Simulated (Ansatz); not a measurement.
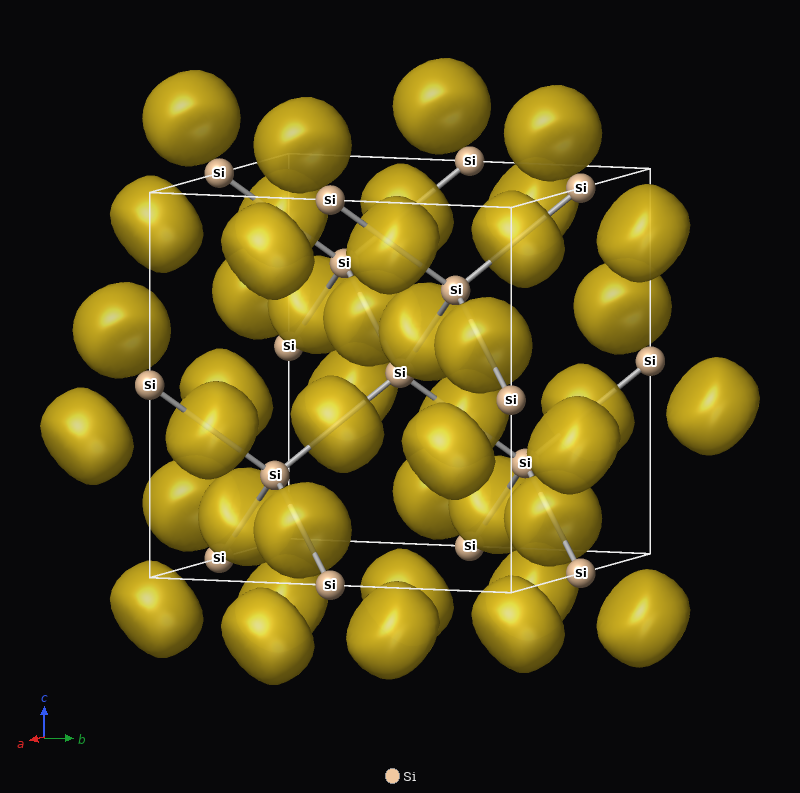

The picture shows: Si. Isosurface of the ELF at 0.8 (yellow), seen slightly off an axis. Only the valence region is drawn (cores and ρ < 0.01 e/Å³ removed). Sticks mark near contacts.

Space group Fd-3m; a structure from a database of computed crystals, not necessarily the ambient phase.

Level of theory: Ansatz 0.2.0, DFT PBE, scalar-relativistic, plane waves, PAW.

In a PAW calculation such maps are meaningful between the atoms, not at the nuclei.

What do the ELF domains correspond to?

Answer. At this value the surface marks out 16 regions between bonded Si–Si atoms (shared pairs), counted in one cell of 8 atoms. Any copies at cell faces, edges or corners count once.

Values along the shortest contacts:
Si–Si (2.37 Å): the ELF peaks at about 0.95 between the atoms; a shared electron pair.
